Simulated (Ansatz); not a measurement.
## Geometry relaxation of Cd16Te16H (charge −1) (part 1 of 3)

Cd16Te16H (defect cell, 33 atoms in the cell, total charge −1), computed with DFT PBE, scalar-relativistic, plane waves, PAW, no spin polarisation (Ansatz 0.2.0).

The structure derives from a Materials Project entry. It belongs to a series of runs on one base structure; here: H interstitial, charge -1, atoms relaxed at the host's cell.

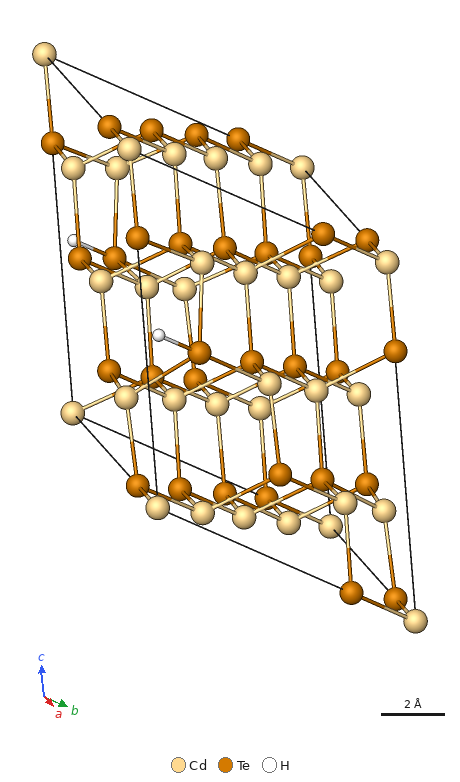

**Figure 1.** The starting structure (ball-and-stick view of the cell of the calculation, seen slightly off an axis).

Key numbers

| quantity | value |
| --- | --- |
| outcome | converged |
| electrons treated | 578 |
| free energy | −243771.5095 eV |
| Fermi energy | 8.099 eV |
| gap on the k-point mesh | 0.74 eV |
| final volume | 1160.08 Å³ |
| largest force (length of the vector) at the end | 0.030 eV/Å |
| hardware | 4 threads of Intel Xeon (Granite Rapids), 32 GiB of memory available, shared host |
| wall time | 3.3 min (CPU time 13 min) |
| peak memory | 6.8 GiB |

Input file
```yaml
crystal:
  lattice:
    - [6.6192623098, -6.6192623098, 6.6192623098]
    - [-6.6192623098, 6.6192623098, 6.6192623098]
    - [-6.6192623098, -6.6192623098, -6.6192623098]
  atoms:
    - { symbol: Cd, position: [0.250963949, -0.0003300802, 0.7496410792] }
    - { symbol: Cd, position: [0.5014036351, -0.0025259863, 0.5003919921] }
    - { symbol: Cd, position: [0.737517612, -0.012005842, 0.2352548788] }
    - { symbol: Cd, position: [0.0015927209, 0.2535523665, 0.7641267378] }
    - { symbol: Cd, position: [0.2674274332, 0.2526972295, 0.5026911105] }
    - { symbol: Cd, position: [0.0013455331, -0.0025163549, 0.0004330499] }
    - { symbol: Cd, position: [0.7510450786, 0.502718137, 0.7489925553] }
    - { symbol: Cd, position: [0.5024105576, 0.2540082242, 0.2516495742] }
    - { symbol: Cd, position: [0.7524519514, 0.2539570799, 0.0015113489] }
    - { symbol: Cd, position: [0.0014557708, 0.4858586321, 0.5004545723] }
    - { symbol: Cd, position: [0.5001305014, 0.7528474111, 0.7504450209] }
    - { symbol: Cd, position: [0.2499555738, 0.5027256695, 0.2501842885] }
    - { symbol: Cd, position: [0.7525350155, 0.7498207647, 0.4990308306] }
    - { symbol: Cd, position: [0.501228461, 0.4973886215, 0.0002718825] }
    - { symbol: Cd, position: [0.0021621936, 0.7521773145, 0.2525332695] }
    - { symbol: Cd, position: [0.2512546486, 0.7527905438, -0.0007957925] }
    - { symbol: Te, position: [0.2514152943, -0.0029069614, 0.4972439765] }
    - { symbol: Te, position: [0.4986844869, 0.0020742287, 0.250864505] }
    - { symbol: Te, position: [0.7518369915, 0.0020991464, -0.0021733687] }
    - { symbol: Te, position: [0.0024082178, 0.2142089846, 0.5011209723] }
    - { symbol: Te, position: [0.2507170601, 0.2515922743, 0.2473623007] }
    - { symbol: Te, position: [0.007154655, 0.0007441126, 0.7552141989] }
    - { symbol: Te, position: [0.7528087362, 0.5003334075, 0.5003307237] }
    - { symbol: Te, position: [0.5006933735, 0.2486999496, -0.000157706] }
    - { symbol: Te, position: [0.7482110992, 0.2516044702, 0.7498502169] }
    - { symbol: Te, position: [0.0012226051, 0.5003283913, 0.2518100884] }
    - { symbol: Te, position: [0.5017667798, 0.749189471, 0.5003180212] }
    - { symbol: Te, position: [0.2542937955, 0.5045842241, 0.0028010479] }
    - { symbol: Te, position: [0.7523967009, 0.7459492571, 0.2499036253] }
    - { symbol: Te, position: [0.503631182, 0.5045300215, 0.7533005108] }
    - { symbol: Te, position: [0.0011618384, 0.7491851032, 0.0008379576] }
    - { symbol: Te, position: [0.2498714732, 0.7489978946, 0.7489861312] }
    - { symbol: H, position: [-0.0007760039, 0.0570179333, 0.4997725679] }
  host:
    lattice:
      - [0.0, 3.3096311549, 3.3096311549]
      - [3.3096311549, 0.0, 3.3096311549]
      - [3.3096311549, 3.3096311549, 0.0]
    atoms:
      - { symbol: Cd, position: [0.0, 0.0, 0.0] }
      - { symbol: Te, position: [0.25, 0.25, 0.25] }
total_charge: -1
basis:
  ecutwfc: 420
  xc_grid: 2
kpoints:
  mp_grid: { grid: [2, 2, 2], shift: [0.5, 0.5, 0.5] }
hamiltonian:
  xc: pbe
scf:
  occupations: { method: gaussian, width: 0.01 }
output:
  forces: true
  stress: false
  eigenvalues: true
  charged_corrections:
    defect_position: [0.0, 0.0, 0.5]
    epsilon: [[12.6022, 0.0, 0.0], [0.0, 12.6022, 0.0], [0.0, 0.0, 12.6022]]
  write_density: true
  write_potential: true
  elf: true
  volumetric_format: npy
relax:
  adjacent_minimum: "off"
  f_tol: 0.025
  max_steps: 45
```

Run as:
```bash
ansatz run input.yaml --threads 4 --pin off --max-ram 10240MiB --backend cpu --events-out ev --progress --plain --runs-dir out
```

The program's output
```
Engine: ansatz 0.2.0, x86_64-unknown-linux-gnu
Pseudopotentials: kind: paw
Pseudopotential: Cd, paw, valence charge 20, recommended cutoff 420 eV (normal), Cd.paw.azcp
Pseudopotential: Te, paw, valence charge 16, recommended cutoff 420 eV (normal), Te.paw.azcp
Pseudopotential: H, paw, valence charge 1, recommended cutoff 420 eV (normal), H.paw.azcp
Functional definition: PBE
  parameter kappa = 0.804
  parameter beta = 0.06672455060314922
  exchange = pbe_x(kappa = kappa, mu = beta*pi^2/3)
  correlation = pbe_c(beta = beta)
Crystal: 33 atoms, lattice volume = 1160.082 Å³
Basis set: ecut = 420 eV, 22663 PW (Γ), exchange–correlation on 160×160×160 points (8 copies of the dense FFT grid, shifted against one another)
Bands: 347, of which v1, the nominal top of the filled ones, is band 289 counted from 1 (288 counted from 0)
Symmetry: 1 space group operations
Space group: P1 (ITA 1), of the structure as read, at distance tolerance 1.1e-4 Å
k-points: 4 of 8 (time reversal used)
Non-local potential: Cd, projectors of the file, l = 0: 3, l = 1: 2, l = 2: 2, l = 3: 1
Non-local potential: Te, projectors of the file, l = 0: 2, l = 1: 2, l = 2: 2, l = 3: 2
Non-local potential: H, projectors of the file, l = 0: 2, l = 1: 1
PAW form: soft (Blöchl's): semilocal exchange-correlation on the pseudo side does not see the compensation charge
PAW one-centre angular grid: Cd, 590 points (default); XC on 64 Gauss nodes
PAW one-centre angular grid: Te, 590 points (default); XC on 64 Gauss nodes
PAW one-centre angular grid: H, 110 points (default); XC on 64 Gauss nodes
Initial density: superposition of atomic densities (neutral atoms scaled as one to the charged cell's electrons: chi_scale 0, normalization atom), corrected by the library's trained network
Initial wavefunctions: pseudopotential atomic-orbital guess
Functional: x = pbe(κ = 0.804, μ = 0.2195149727645171), c = pbe(β = 0.06672455060314922)
SCF iter   1: F=—  HF=-243772.057588 eV  |F-HF|=—  |Δ(HF+E_count)|=         —  Δρ=9.87e-3  dr2=2.81e0  ethr=1.77e-3  ⟨swp⟩=6.0  Hψ=4958  notcnv=0  defer=86
preconditioner: auto → Resta (q_TF=auto, 2.429 Å⁻¹)  ε∞=4.0  [insulator: Δε(μ)=0.846 eV  Ē_g=10.734 eV  σ=0.010 eV  W_gap=1.00  n_scr=320 (ndim 8)  ℏωp=18.6 eV  f_vac=0.203  D(μ)=0.00/eV (n_scr^D=0)  ε∞_Penn≈4.0]
SCF iter   2: F=—  HF=-243771.367225 eV  |F-HF|=—  |Δ(HF+E_count)|=   6.90e-1  Δρ=3.14e-3  dr2=3.41e-1  ethr=4.86e-4  ⟨swp⟩=2.0  Hψ=1827  notcnv=0  defer=213
SCF iter   3: F=—  HF=-243771.289209 eV  |F-HF|=—  |Δ(HF+E_count)|=   7.80e-2  Δρ=1.13e-3  dr2=2.20e-2  ethr=5.90e-5  ⟨swp⟩=2.5  Hψ=2521  notcnv=0  defer=213
SCF iter   4: F=—  HF=-243771.289367 eV  |F-HF|=—  |Δ(HF+E_count)|=   1.57e-4  Δρ=4.07e-4  dr2=6.69e-3  ethr=3.81e-6  ⟨swp⟩=2.0  Hψ=2098  notcnv=0  defer=213
SCF iter   5: F=—  HF=-243771.290132 eV  |F-HF|=—  |Δ(HF+E_count)|=   7.66e-4  Δρ=1.56e-4  dr2=5.55e-4  ethr=1.16e-6  ⟨swp⟩=2.0  Hψ=1774  notcnv=0  defer=213
SCF iter   6: F=—  HF=-243771.290596 eV  |F-HF|=—  |Δ(HF+E_count)|=   4.64e-4  Δρ=8.62e-5  dr2=9.16e-5  ethr=9.59e-8  ⟨swp⟩=2.0  Hψ=2271  notcnv=0  defer=213
SCF iter   7: F=-243771.290705 eV  HF=-243771.290689 eV  |F-HF|=1.63e-5  |Δ(HF+E_count)|=   9.25e-5  Δρ=2.25e-5  dr2=7.83e-6  ethr=2.70e-9  ⟨swp⟩=20.5  Hψ=15380  notcnv=0
SCF 1 converged in 7 iterations: F = -243771.290705 eV  dr2 = 7.83e-6
  greatest PAW one-centre occupation: 1.000 electrons in one spin orbital (limit 2), on the Cd atom at site 9 (counted from 0), in its partial waves of l = 0
relax step   1: F+E_penalty+E_count = -243771.29070522 eV  Δ(F+E_penalty+E_count) = +0.000e0 eV  max|allowed force component| = 3.268e-1 eV/Å  Δτ_max = 0.0000 Å  (7 SCF iters, dr2 threshold 1.56e-5 eV, accepted)
Initial density: handed on by an earlier stage of this run
Initial wavefunctions: those handed on with the density
iter 1 solved again at ethr=1.43e-5 eV; its pass at ethr=3.10e-3 eV (dr2=8.29e-2 eV) is discarded
SCF iter   1: F=—  HF=-243771.461026 eV  |F-HF|=—  |Δ(HF+E_count)|=         —  Δρ=2.95e-3  dr2=8.61e-2  ethr=1.43e-5  ⟨swp⟩=2.0  Hψ=4611  notcnv=0  defer=213
preconditioner: auto → Resta (q_TF=auto, 2.429 Å⁻¹)  ε∞=3.9  [insulator: Δε(μ)=0.587 eV  Ē_g=10.862 eV  σ=0.010 eV  W_gap=1.00  n_scr=320 (ndim 8)  ℏωp=18.6 eV  f_vac=0.196  D(μ)=0.00/eV (n_scr^D=0)  ε∞_Penn≈3.9]
SCF iter   2: F=—  HF=-243771.443223 eV  |F-HF|=—  |Δ(HF+E_count)|=   1.78e-2  Δρ=1.43e-3  dr2=1.69e-2  ethr=1.43e-5  ⟨swp⟩=3.0  Hψ=2098  notcnv=0  defer=213
SCF iter   3: F=—  HF=-243771.440973 eV  |F-HF|=—  |Δ(HF+E_count)|=   2.25e-3  Δρ=3.06e-4  dr2=9.79e-4  ethr=2.92e-6  ⟨swp⟩=2.0  Hψ=2094  notcnv=0  defer=213
SCF iter   4: F=—  HF=-243771.441391 eV  |F-HF|=—  |Δ(HF+E_count)|=   4.18e-4  Δρ=8.19e-5  dr2=1.07e-4  ethr=1.69e-7  ⟨swp⟩=2.0  Hψ=2271  notcnv=0  defer=213
SCF iter   5: F=—  HF=-243771.441414 eV  |F-HF|=—  |Δ(HF+E_count)|=   2.32e-5  Δρ=3.12e-5  dr2=1.52e-5  ethr=1.85e-8  ⟨swp⟩=2.0  Hψ=2271  notcnv=0  defer=213
SCF iter   6: F=-243771.441427 eV  HF=-243771.441425 eV  |F-HF|=1.18e-6  |Δ(HF+E_count)|=   1.10e-5  Δρ=1.01e-5  dr2=2.03e-6  ethr=1.15e-9  ⟨swp⟩=18.8  Hψ=13669  notcnv=0
SCF 2 converged in 6 iterations: F = -243771.441427 eV  dr2 = 2.03e-6
relax step   2: F+E_penalty+E_count = -243771.44142651 eV  Δ(F+E_penalty+E_count) = -1.507e-1 eV  max|allowed force component| = 1.734e-1 eV/Å  Δτ_max = 0.1930 Å  (6 SCF iters, dr2 threshold 6.67e-6 eV, accepted)
SCF iter   1: F=—  HF=-243771.526965 eV  |F-HF|=—  |Δ(HF+E_count)|=         —  Δρ=3.37e-3  dr2=1.11e-1  ethr=2.03e-4  ⟨swp⟩=6.2  Hψ=3439  notcnv=0  defer=202
preconditioner: auto → Resta (q_TF=auto, 2.429 Å⁻¹)  ε∞=3.9  [insulator: Δε(μ)=0.721 eV  Ē_g=10.852 eV  σ=0.010 eV  W_gap=1.00  n_scr=320 (ndim 8)  ℏωp=18.6 eV  f_vac=0.195  D(μ)=0.00/eV (n_scr^D=0)  ε∞_Penn≈3.9]
SCF iter   2: F=—  HF=-243771.501296 eV  |F-HF|=—  |Δ(HF+E_count)|=   2.57e-2  Δρ=1.68e-3  dr2=2.27e-2  ethr=1.93e-5  ⟨swp⟩=3.0  Hψ=2523  notcnv=0  defer=213
SCF iter   3: F=—  HF=-243771.497951 eV  |F-HF|=—  |Δ(HF+E_count)|=   3.34e-3  Δρ=3.24e-4  dr2=9.83e-4  ethr=3.92e-6  ⟨swp⟩=2.0  Hψ=2094  notcnv=0  defer=213
SCF iter   4: F=—  HF=-243771.498423 eV  |F-HF|=—  |Δ(HF+E_count)|=   4.72e-4  Δρ=6.38e-5  dr2=5.60e-5  ethr=1.70e-7  ⟨swp⟩=2.0  Hψ=2075  notcnv=0  defer=213
SCF iter   5: F=—  HF=-243771.498451 eV  |F-HF|=—  |Δ(HF+E_count)|=   2.79e-5  Δρ=2.56e-5  dr2=9.36e-6  ethr=9.70e-9  ⟨swp⟩=2.0  Hψ=2179  notcnv=0  defer=213
SCF iter   6: F=-243771.498457 eV  HF=-243771.498456 eV  |F-HF|=6.37e-7  |Δ(HF+E_count)|=   5.75e-6  Δρ=9.19e-6  dr2=1.22e-6  ethr=3.25e-10  ⟨swp⟩=17.5  Hψ=12801  notcnv=0
SCF 3 converged in 6 iterations: F = -243771.498457 eV  dr2 = 1.22e-6
relax step   3: F+E_penalty+E_count = -243771.49845693 eV  Δ(F+E_penalty+E_count) = -5.703e-2 eV  max|allowed force component| = 8.741e-2 eV/Å  Δτ_max = 0.1942 Å  (6 SCF iters, dr2 threshold 1.88e-6 eV, accepted)
SCF iter   1: F=—  HF=-243771.509859 eV  |F-HF|=—  |Δ(HF+E_count)|=         —  Δρ=1.06e-3  dr2=1.17e-2  ethr=2.16e-5  ⟨swp⟩=6.2  Hψ=3124  notcnv=0  defer=213
preconditioner: auto → Resta (q_TF=auto, 2.429 Å⁻¹)  ε∞=3.9  [insulator: Δε(μ)=0.728 eV  Ē_g=10.856 eV  σ=0.010 eV  W_gap=1.00  n_scr=320 (ndim 8)  ℏωp=18.6 eV  f_vac=0.195  D(μ)=0.00/eV (n_scr^D=0)  ε∞_Penn≈3.9]
SCF iter   2: F=—  HF=-243771.507407 eV  |F-HF|=—  |Δ(HF+E_count)|=   2.45e-3  Δρ=5.23e-4  dr2=2.09e-3  ethr=2.02e-6  ⟨swp⟩=2.0  Hψ=2519  notcnv=0  defer=213
SCF iter   3: F=—  HF=-243771.507232 eV  |F-HF|=—  |Δ(HF+E_count)|=   1.75e-4  Δρ=1.31e-4  dr2=1.56e-4  ethr=3.62e-7  ⟨swp⟩=2.0  Hψ=2075  notcnv=0  defer=213
SCF iter   4: F=—  HF=-243771.507593 eV  |F-HF|=—  |Δ(HF+E_count)|=   3.61e-4  Δρ=2.73e-5  dr2=1.07e-5  ethr=2.70e-8  ⟨swp⟩=2.0  Hψ=2087  notcnv=0  defer=213
SCF iter   5: F=-243771.507597 eV  HF=-243771.507596 eV  |F-HF|=6.63e-7  |Δ(HF+E_count)|=   3.29e-6  Δρ=1.11e-5  dr2=1.78e-6  ethr=3.36e-10  ⟨swp⟩=17.0  Hψ=12697  notcnv=0
SCF 4 converged in 5 iterations: F = -243771.507597 eV  dr2 = 1.78e-6
relax step   4: F+E_penalty+E_count = -243771.50759706 eV  Δ(F+E_penalty+E_count) = -9.140e-3 eV  max|allowed force component| = 6.371e-2 eV/Å  Δτ_max = 0.0490 Å  (5 SCF iters, dr2 threshold 1.94e-6 eV, accepted)
SCF iter   1: F=—  HF=-243771.510184 eV  |F-HF|=—  |Δ(HF+E_count)|=         —  Δρ=4.99e-4  dr2=5.37e-3  ethr=4.12e-6  ⟨swp⟩=5.0  Hψ=2793  notcnv=0  defer=213
preconditioner: auto → Resta (q_TF=auto, 2.429 Å⁻¹)  ε∞=3.9  [insulator: Δε(μ)=0.734 eV  Ē_g=10.853 eV  σ=0.010 eV  W_gap=1.00  n_scr=320 (ndim 8)  ℏωp=18.6 eV  f_vac=0.195  D(μ)=0.00/eV (n_scr^D=0)  ε∞_Penn≈3.9]
SCF iter   2: F=—  HF=-243771.509189 eV  |F-HF|=—  |Δ(HF+E_count)|=   9.94e-4  Δρ=2.53e-4  dr2=6.19e-4  ethr=9.29e-7  ⟨swp⟩=2.0  Hψ=2500  notcnv=0  defer=213
SCF iter   3: F=—  HF=-243771.509510 eV  |F-HF|=—  |Δ(HF+E_count)|=   3.21e-4  Δρ=9.53e-5  dr2=8.24e-5  ethr=1.07e-7  ⟨swp⟩=2.0  Hψ=2075  notcnv=0  defer=213
SCF iter   4: F=—  HF=-243771.509531 eV  |F-HF|=—  |Δ(HF+E_count)|=   2.14e-5  Δρ=2.07e-5  dr2=5.76e-6  ethr=1.43e-8  ⟨swp⟩=2.0  Hψ=2087  notcnv=0  defer=213
SCF iter   5: F=-243771.509534 eV  HF=-243771.509533 eV  |F-HF|=5.56e-7  |Δ(HF+E_count)|=   1.97e-6  Δρ=7.57e-6  dr2=6.95e-7  ethr=1.78e-10  ⟨swp⟩=17.5  Hψ=12687  notcnv=0
SCF 5 converged in 5 iterations: F = -243771.509534 eV  dr2 = 6.95e-7
relax step   5: F+E_penalty+E_count = -243771.50953379 eV  Δ(F+E_penalty+E_count) = -1.937e-3 eV  max|allowed force component| = 2.074e-2 eV/Å  Δτ_max = 0.0324 Å  (5 SCF iters, dr2 threshold 1.03e-6 eV, accepted)
iter 1 solved again at ethr=1.20e-10 eV; its pass at ethr=3.10e-3 eV (dr2=6.95e-7 eV) is discarded
SCF iter   1: F=—  HF=-243771.509532 eV  |F-HF|=—  |Δ(HF+E_count)|=         —  Δρ=7.57e-6  dr2=6.95e-7  ethr=1.20e-10  ⟨swp⟩=1.0  Hψ=3232  notcnv=0
preconditioner: auto → Resta (q_TF=auto, 2.429 Å⁻¹)  ε∞=3.9  [insulator: Δε(μ)=0.738 eV  Ē_g=10.850 eV  σ=0.010 eV  W_gap=1.00  n_scr=320 (ndim 8)  ℏωp=18.6 eV  f_vac=0.195  D(μ)=0.00/eV (n_scr^D=0)  ε∞_Penn≈3.9]
SCF iter   2: F=—  HF=-243771.509534 eV  |F-HF|=—  |Δ(HF+E_count)|=   1.61e-6  Δρ=4.04e-6  dr2=2.62e-7  ethr=1.20e-10  ⟨swp⟩=2.0  Hψ=2271  notcnv=0
SCF iter   3: F=-243771.509534 eV  HF=-243771.509534 eV  |F-HF|=6.59e-8  |Δ(HF+E_count)|=   3.81e-7  Δρ=1.88e-6  dr2=6.45e-8  ethr=1.73e-11  ⟨swp⟩=9.2  Hψ=7785  notcnv=0
SCF 6 converged in 3 iterations: F = -243771.509534 eV  dr2 = 6.45e-8
relax step   6: F+E_penalty+E_count = -243771.50953403 eV  Δ(F+E_penalty+E_count) = -2.429e-7 eV  max|allowed force component| = 2.072e-2 eV/Å  Δτ_max = 0.0000 Å  (3 SCF iters, accepted)
```

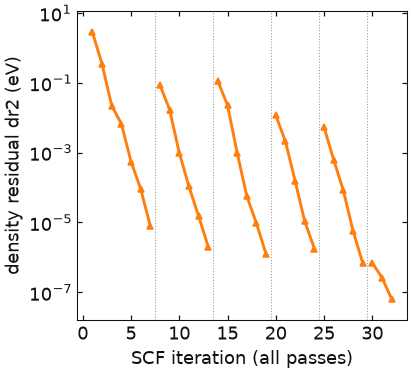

**Figure 2.** Convergence of the self-consistent field: density residual dr2 against the SCF iteration. The dotted lines part the SCF passes of the relaxation: geometry steps, rejected trials and re-solves on a re-selected basis. The 6 passes take 3 to 7 iterations each, 32 in all.

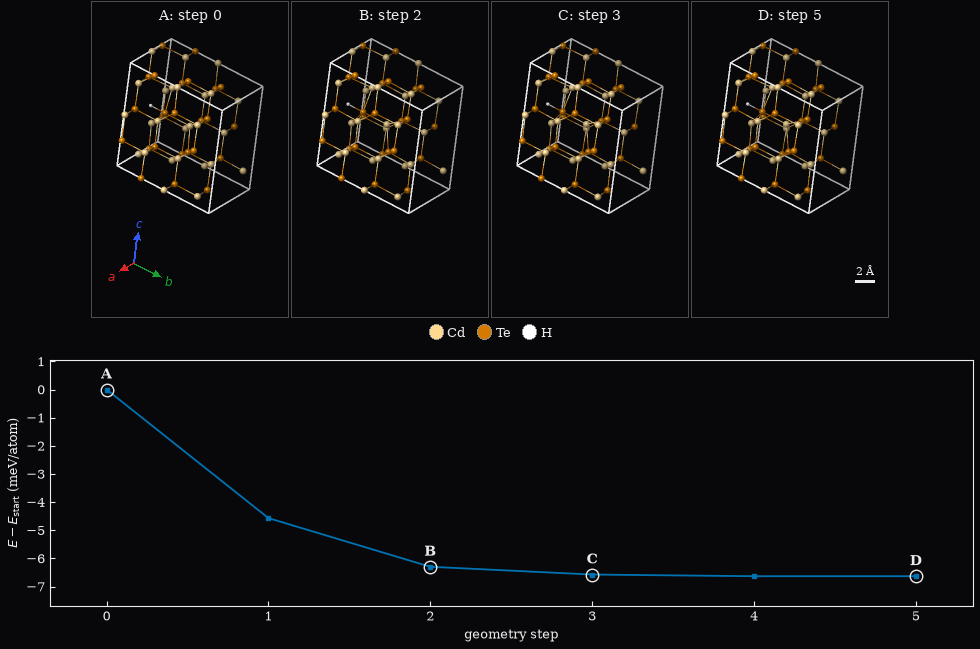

**Figure 3.** Frames of the relaxation (ball-and-stick view of the cell of the calculation (origin shifted), seen slightly off an axis) above the curves, on which the letters mark them (the first geometry is step 0 here and step 1 in the log).

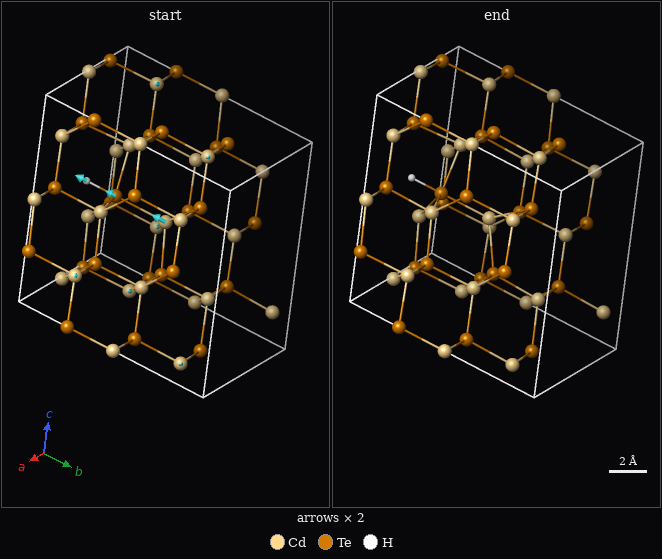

**Figure 4.** Before (left) and after (right) the relaxation, at one scale (ball-and-stick view of the cell of the calculation (origin shifted), seen slightly off an axis). The teal arrows give the displacements, magnified 2 times. The atom that moves furthest is Cd10 (0.45 Å). By element the largest moves are Cd 0.45 Å, H 0.37 Å, Te 0.31 Å. The cell stays as it was. Among the contacts that change: Cd10–Te23 2.910 → 3.058 Å, Cd10–Te20 3.121 → 2.986 Å, Cd15–Te17 2.824 → 2.881 Å, Te20–H33 1.785 → 1.839 Å. Among the angles that change: Cd10–Te23–Cd13 112.5° → 123.9°, Cd1–Te32–Cd10 112.8° → 123.9°, Te23–Cd10–Te26 106.1° → 95.2°. After 5 geometry steps the energy has fallen by 6.6 meV per atom. The largest force component goes from 0.33 to 0.021 eV/Å. (Atoms are counted from 1 in the order of the input.)

```
SCF converged after 3 iterations
Free energy (F): -243771.509534 eV
Harris-Foulkes:  -243771.509534 eV  (|F-HF|=6.59e-8)
Internal energy: -243771.509534 eV  (E = F + TS)
E sigma→0 (E₀):  -243771.509534 eV
Fermi energy:    8.099246 eV
--- Per-component energies (eV) ---
  E_band       = -13017.725870
  E_kinetic    = 10978.919716
  E_local      = -88721.747642  (includes V_loc(G=0)·N_el)
  E_nonlocal   = -4427.628368
  E_hartree    = 44554.432586
  E_xc         = -4825.710574
  E_vxc        = -5223.647393  (∫ρ·V_xc dr)
  E_paw        = -139935.766742  (= ΣΔE_a)
  E_vpaw       = -14732.487722  (= ΣTr[D̂ρ^β])
  E_aug_tail   = -0.003818  (compensation charges beyond the density's cutoff)
  E_ewald      = -61394.004692
  E_smearing   = -0.000000  (= −TS)
  E_closure    = -0.000000  (closes the sum)
  E_deformation_potential = -11.888932  (in the stress; not in F)
  Σ components = -243771.509534   (vs F -243771.509534, Δ=0.00e0)
```
